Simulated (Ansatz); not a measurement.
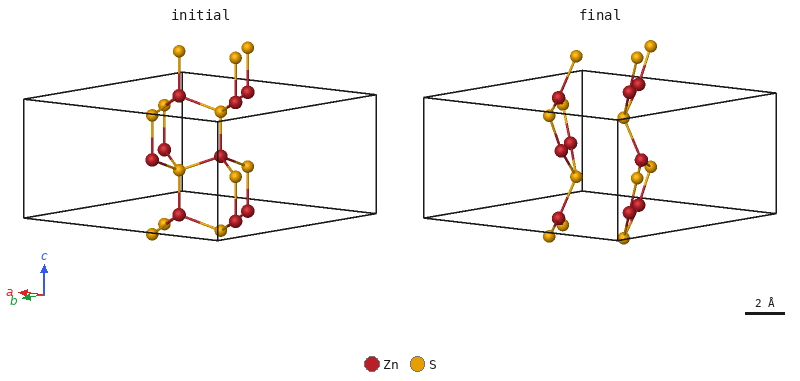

The structure of a wire of composition ZnS before (left) and after (right) a relaxation, at one scale.

The picture is a ball-and-stick view of the cell of the calculation, with the vacuum cut short, seen from a free direction.

Case: wire along [0 0 1], 12 atoms a period.

Method: Ansatz, DFT PBE, scalar-relativistic, plane waves, PAW. (plane-wave cutoff 420 eV; k-point mesh 1 × 1 × 5; occupations gaussian; smearing width 0.05 eV; collinear spin; cell relaxed at fixed a, b, alpha, beta, gamma; force threshold 0.02 eV/Å; at most 45 steps)

**Summarise the run.**

After 12 accepted moves (13 points after the start) the energy has fallen by 4.339 eV per cell of the calculation. The largest force component goes from 1.8 to 0.0087 eV/Å. At 1 point the geometry stayed and the basis and grid were re-selected for the new cell (energy shift of 1.2 meV per cell of the calculation at most each time). The largest moves relative to the centre of the atoms, 1.12 Å, are those of Zn atoms. By element the largest moves are Zn 1.12 Å, S 0.42 Å. Along the periodic axis the drawn cell goes c 6.305 → 6.395 Å (+1.4 %). Among the contacts that change: S–Zn 2.357 → 3.600 Å, S–Zn 2.362 → 2.129 Å, S–Zn 2.357 → 2.203 Å, S–Zn 2.357 → 2.245 Å. Bonds break, among them: S–Zn (2.36 → 3.60 Å). Bond angles that change, for instance: S–Zn–S 109.6° → 157.8°, S–Zn–S 109.3° → 145.1°, Zn–S–Zn 109.3° → 82.0°. The program noted that the starting moments weren't kept.
